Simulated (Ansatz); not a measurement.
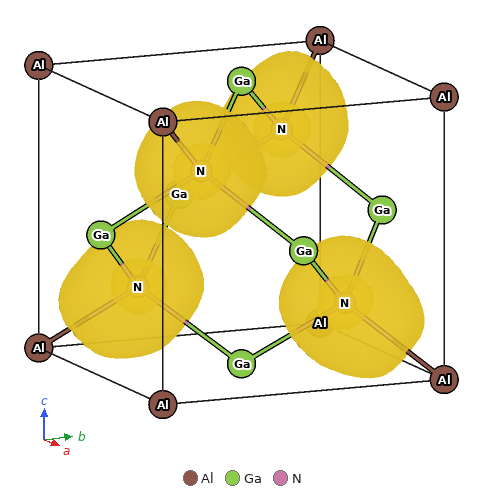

*AlGa3N4. Isosurface of the ELF at 0.65 (yellow), seen slightly off an axis. Only the valence region is drawn (cores and ρ < 0.01 e/Å³ removed). Sticks mark near contacts.*

Space group P-42m; a structure from a database of computed crystals, not necessarily the ambient phase; changed on purpose from its base cell (biaxial strain in the a-b plane, c and atoms relaxed: +3.0 %); computed pressure about −5 GPa in this cell.

Level of theory: DFT r2SCAN, scalar-relativistic, plane waves, PAW in Ansatz.

```
Al Ga N
1.0
     4.59930    0.00000    0.00000
     0.00000    4.59930    0.00000
     0.00000    0.00000    4.31510
Al Ga N
1 3 4
Direct
  0.00000 0.00000 0.00000
  0.50000 0.50000 0.00000
  0.50000 0.00000 0.50000
  0.00000 0.50000 0.50000
  0.75508 0.75508 0.24415
  0.75508 0.24492 0.75585
  0.24492 0.75508 0.75585
  0.24492 0.24492 0.24415
```

Where are the electrons localised?

Answer. The surface consists of four regions on N in which the atom's valence shell and bonds are merged, counted in one cell of 8 atoms. Any copies at cell faces, edges or corners count once. Along the contacts the grid gives the following. Al–N (1.91 Å): the ELF peaks at about 0.90 between the atoms: a shared but strongly polarised pair. Ga–N (1.97 Å): the ELF peaks at about 0.85 in the valence shell of N, 0.7 Å from its nucleus, and is about 0.45 at the midpoint.

Metal or insulator at this level of theory?

Answer. It is gapped, with a Kohn–Sham gap of 2.5 eV on the k-point mesh (the band edges may lie off the mesh, which would make the gap smaller).
